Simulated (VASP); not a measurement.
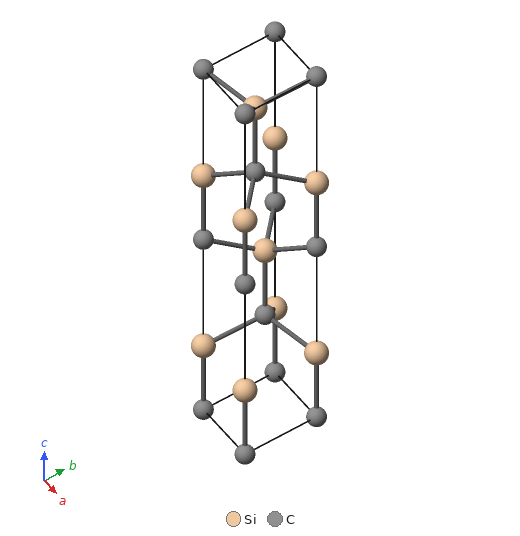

SiC, space group P6_3mc (No. 186), a = 3.102 Å, b = 3.102 Å, c = 10.154 Å, α = 90.00°, β = 90.00°, γ = 120.00°

```tsv
site	Wyckoff	x	y	z
Si1	2a	0.0000	0.0000	0.1879
Si2	2b	0.3333	0.6667	0.4379
C1	2a	0.0000	0.0000	0.0004
C2	2b	0.3333	0.6667	0.2498
```

Source: coordinates from a relaxation with VASP, VASP Kohn-Sham DFT of a periodic cell, BLYP with D3, VASP PAW PBE potentials, recommended.

**How is the cell volume shared among the sites in a plain Voronoi partition?**

```
site  faces above 1 % of the sphere  volume (Å³)  solid angle by neighbour (%)
 Si1                              5        10.45                     C 91 Si 9
 Si2                             10        10.71                    C 89 Si 11
  C1                              8        10.47                     Si 91 C 9
  C2                             13        10.68                    Si 90 C 10
```

Weighted by multiplicity the volumes add up to the cell volume, 84.6 Å³.

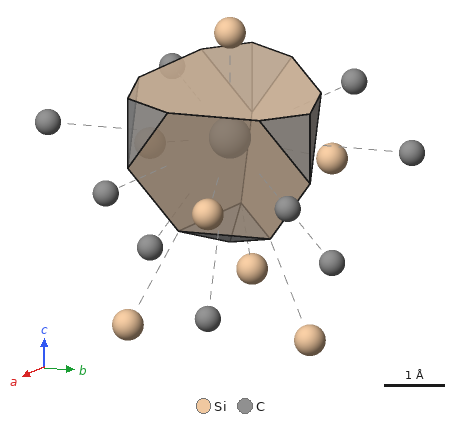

The computed Voronoi cell of C2, with the neighbours that bound it.
